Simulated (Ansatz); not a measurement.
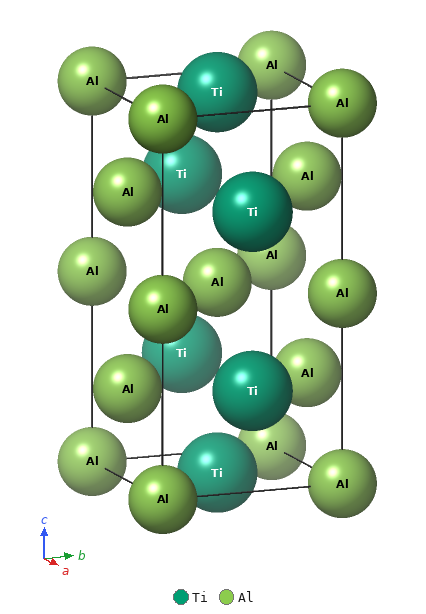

A spheres-only rendering, viewed slightly off an axis. One conventional unit cell is framed, with atoms on its boundary repeated. Cell: a = 3.89 Å, b = 4.00 Å, c = 8.05 Å, α = 90.00°, β = 90.00°, γ = 90.00°.

The structure comes from a structure listed in the Materials Project. Earlier steps of the study, as a rule a relaxation of our own, may have changed the cell and positions, so they can lie some per cent off the listed ones. It went into a calculation with Ansatz.

**Give a description of the structure.**

The formula is Ti₃Al₅. Its lattice is primitive orthorhombic, its space group Pmmm (No. 47). There are 8 atoms in the cell: 3 Ti, 5 Al. Ti takes two kinds of site: 2r with ten Al and two Ti (about 2.7 to 2.9 Å to Al, 2.9 Å to Ti); 1f with eight Al and four Ti in a cuboctahedral arrangement (about 2.8 Å to Al, 2.9 Å to Ti).

Level of theory and settings: DFT PBEsol, scalar-relativistic, plane waves, PAW in Ansatz 0.2.0, a 420 eV plane-wave basis, a 10×10×6 sampling of the Brillouin zone, Gaussian smearing of 0.1 eV, no spin polarisation.

**Is it conducting or gapped at this level?**

A metal: bands cross the Fermi level.

**List the Bader charges.**

Ti +0.63 to +0.66 e; Al -0.45 to -0.26 e.

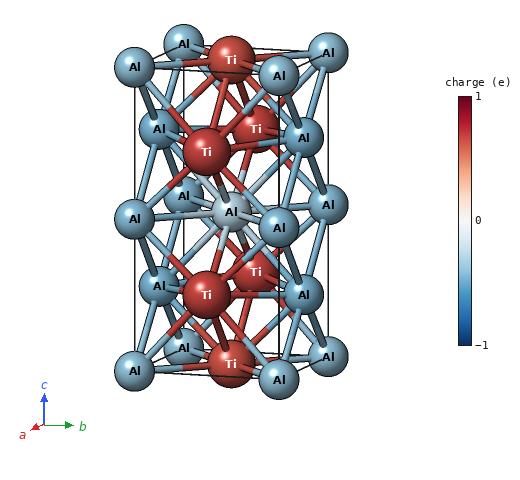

The atoms coloured by those charges. The run's cell of 8 atoms is drawn.

**Is this the optimised geometry for these settings?**

Yes. All forces vanish to within 0.01 eV/Å. The pressure is 0.0 GPa, close to zero.
